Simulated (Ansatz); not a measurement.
Mg$_{7}$O$_{16}$ (cell with a defect)

Input

```
crystal:
  lattice:
    - [-3.1676469368, -5.486525435, 0.0]
    - [-6.3352938736, 0.0, 0.0]
    - [-3.1676469368, -1.8288418117, -6.9147412548]
  atoms:
    - { symbol: Mg, position: [0.5, 0.0, 0.5] }
    - { symbol: Mg, position: [-0.5, 0.5, 0.5] }
    - { symbol: Mg, position: [0.5, 0.5, 0.0] }
    - { symbol: Mg, position: [0.0, 0.0, 0.5] }
    - { symbol: Mg, position: [0.5, 0.0, 0.0] }
    - { symbol: Mg, position: [0.0, 0.5, 1.0] }
    - { symbol: Mg, position: [0.0, 0.0, 1.0] }
    - { symbol: O, position: [0.7145716865, 0.7145716865, 0.8562849405] }
    - { symbol: O, position: [0.7145716865, 0.2145716865, 0.8562849405] }
    - { symbol: O, position: [0.2145716865, 0.7145716865, 0.8562849405] }
    - { symbol: O, position: [0.7145716865, 0.7145716865, 0.3562849405] }
    - { symbol: O, position: [0.2145716865, 0.2145716865, 0.8562849405] }
    - { symbol: O, position: [0.7145716865, 0.2145716865, 0.3562849405] }
    - { symbol: O, position: [0.2145716865, 0.7145716865, 0.3562849405] }
    - { symbol: O, position: [0.2145716865, 0.2145716865, 0.3562849405] }
    - { symbol: O, position: [0.7854283135, 0.7854283135, 0.6437150595] }
    - { symbol: O, position: [0.7854283135, 0.2854283135, 0.6437150595] }
    - { symbol: O, position: [0.2854283135, 0.7854283135, 0.6437150595] }
    - { symbol: O, position: [0.7854283135, 0.7854283135, 0.1437150595] }
    - { symbol: O, position: [0.2854283135, 0.2854283135, 0.6437150595] }
    - { symbol: O, position: [0.7854283135, 0.2854283135, 0.1437150595] }
    - { symbol: O, position: [0.2854283135, 0.7854283135, 0.1437150595] }
    - { symbol: O, position: [0.2854283135, 0.2854283135, 0.1437150595] }
basis:
  ecutwfc: 420
kpoints:
  mp_grid: { grid: [6, 6, 4] }
hamiltonian:
  xc: pbesol
scf:
  occupations: { method: gaussian, width: 0.05 }
output:
  forces: true
  stress: true
  eigenvalues: true
  write_density: true
  write_potential: true
  elf: true
  volumetric_format: npy
relax:
  adjacent_minimum: "off"
  f_tol: 0.02
  max_steps: 50
```

Command:

```sh
ansatz run input.yaml --threads 4 --pin off --max-ram 9216MiB --backend cpu --events-out ev --progress --plain --runs-dir out
```

The fields are those of the relaxed geometry.

Method: DFT PBEsol, scalar-relativistic, plane waves, PAW in Ansatz.

In a PAW calculation such maps are meaningful between the atoms, not at the nuclei.

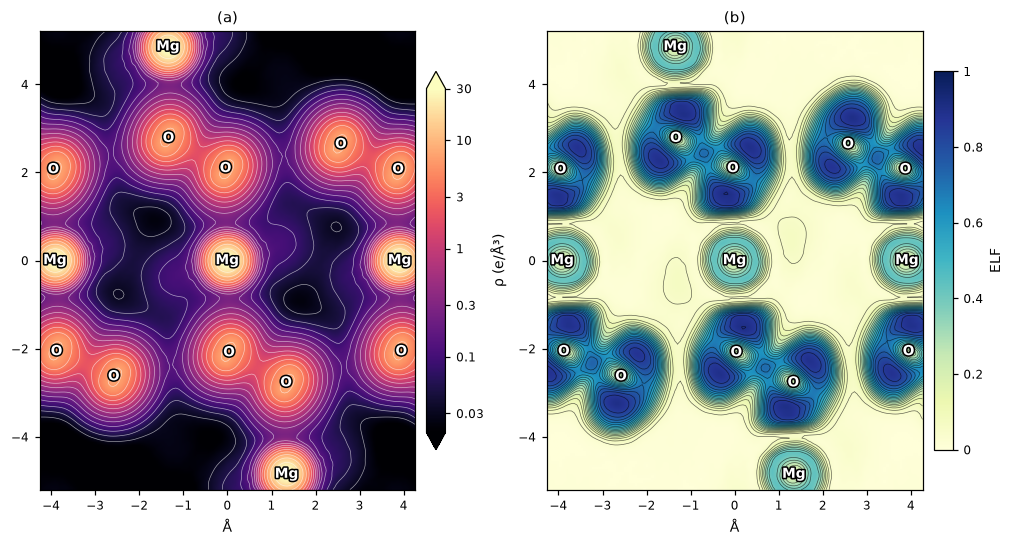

Figure 1. (a) valence electron density; (b) ELF on the (11̄0) plane of the calculation cell.

Q: What does the map show?

A: The section cuts through Mg and O sites.
O–O (1.42 Å): ρ at the midpoint is about 2.1 e/Å³; the ELF peaks at about 0.75 between the atoms.
Mg–O (2.07 Å): ρ at the midpoint is about 0.36 e/Å³; the ELF peaks at about 0.90 in the valence shell of O, 0.6 Å from its nucleus, and is about 0.35 at the midpoint.
O–O (1.46 Å): ρ is about 1.8 e/Å³ halfway; the ELF peaks at about 0.70 between the atoms.
Between the atoms the lowest density in this plane is 0.008 e/Å³.

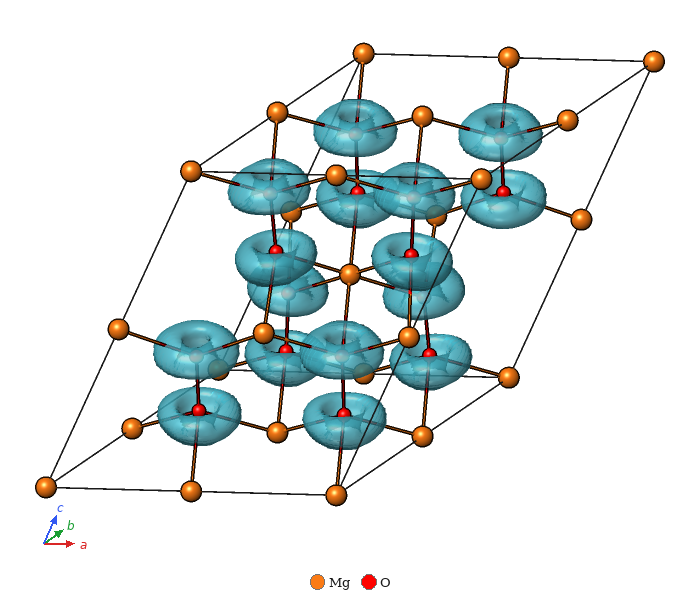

Figure 2. Isosurface of the electron localisation function at 0.8 (cyan), seen at an oblique angle. Only the valence region is drawn (cores and ρ < 0.01 e/Å³ removed). Sticks mark near contacts.

Q: Describe the localisation domains.

A: At this value the surface marks out 16 regions wrapped around O (the valence shell of each), counted in one cell of 23 atoms. Regions shared between cells count once. Along the contacts the grid gives the following. Mg–O (2.06 Å): the ELF peaks at about 0.90 in the valence shell of O, 0.6 Å from its nucleus, and is about 0.35 at the midpoint.

Q: Does the calculation give a band gap?

A: It is gapless in this calculation (a metal or semimetal).
